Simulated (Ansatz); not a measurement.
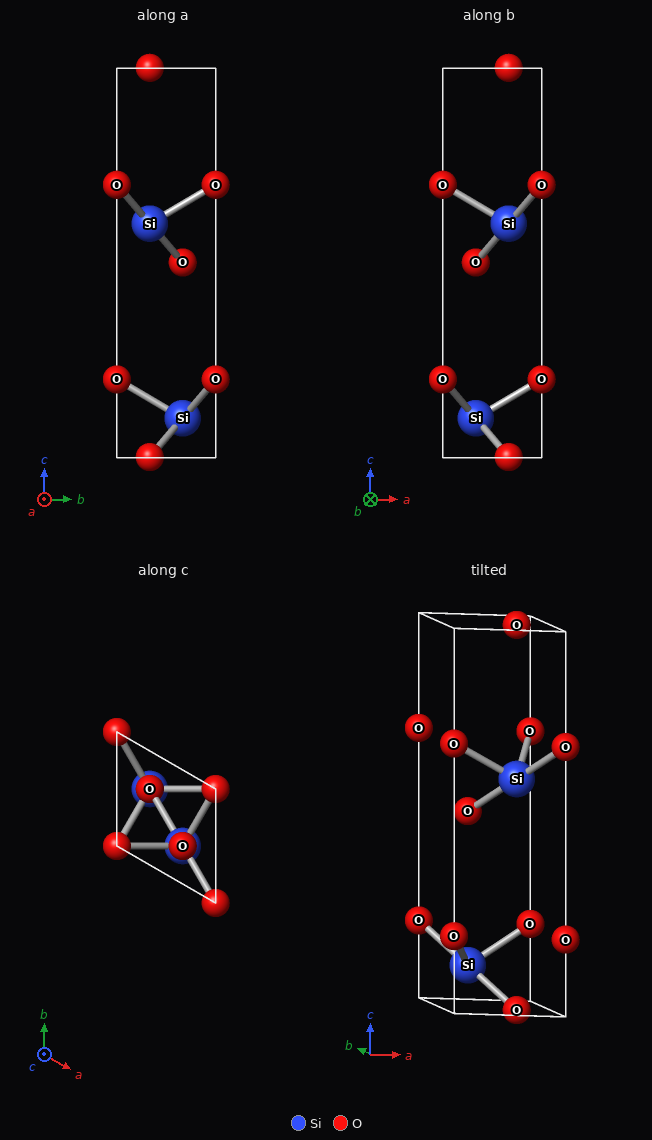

Structure drawing (ball-and-stick), viewed along the a axis, along the b axis, along the c axis and slightly off an axis. One conventional unit cell is framed, with atoms on its boundary repeated.

Lattice parameters: a = 2.687 Å, b = 2.687 Å, c = 9.171 Å, α = 90.00°, β = 90.00°, γ = 120.00°.

Q: Transcribe the picture into a table of Wyckoff sites, with free fractional coordinates to two decimals.

A: Space group P6_3mc (No. 186).
```tsv
atom	site	x	y	z
Si	2b	0.3333	0.6667	0.10
O	2a	0.00	0.00	0.20
O	2b	0.6667	0.3333	0.00
```

Origin of the cell: a structure type filled with these elements by a generator (whether the compound takes this form wasn't checked). This is the structure after a relaxation with DFT PBE+D3(BJ), scalar-relativistic, plane waves, PAW in Ansatz 0.2.0.
